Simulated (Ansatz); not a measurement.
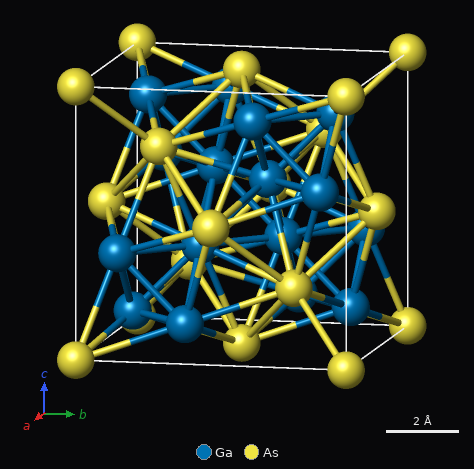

The crystal in a ball-and-stick representation, seen slightly off an axis. The frame is the conventional unit cell; atoms at its boundary are shown with their periodic copies. Cell: a = 7.80 Å, b = 7.80 Å, c = 7.80 Å, α = 90.00°, β = 90.00°, γ = 90.00°.

It goes back to a structure type filled with these elements by a generator (whether the compound takes this form wasn't checked). Earlier steps of the study may have refined or changed the cell and positions. A calculation with Ansatz used it as input.

**Caption:**

It has the composition Ga₂As. Space group: Fd-3m (No. 227). Lattice: face-centred cubic. It belongs to the family called cubic Laves phase (C15, MgCu₂ type). One cell contains 16 Ga, 8 As, 24 atoms in all. About every Ga there are six Ga and six As (about 2.8 Å to Ga, 3.2 Å to As). Each As atom has twelve Ga and four As (about 3.2 Å to Ga, 3.4 Å to As) around it. The bonds build a three-dimensional framework.

Level of theory and settings: DFT PBE, scalar-relativistic, plane waves, PAW in Ansatz, a kinetic-energy cutoff of 420 eV, k-points about 0.17 Å⁻¹ apart, Gaussian smearing of 0.1 eV, no spin polarisation.

**What does the calculation say: metal or gapped?**

A metal: bands cross the Fermi level.

**List the Bader charges.**

Ga +0.14 e; As -0.28 e.

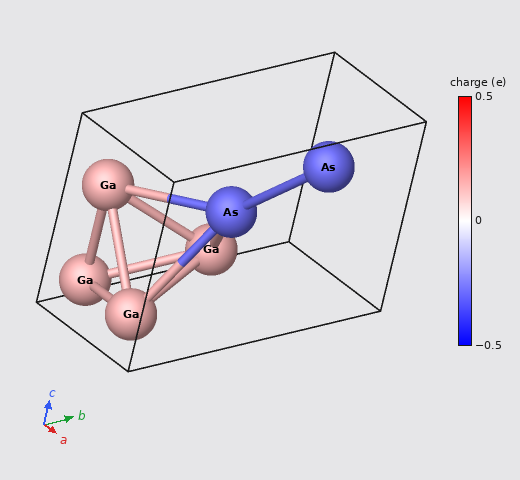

The atoms coloured by those charges. The run's cell of 6 atoms is drawn, so axes and origin can differ from the first picture.

**Does this geometry sit at a stationary point of the energy?**

Yes. All forces vanish to within 0.01 eV/Å. The pressure is 0.0 GPa, close to zero.
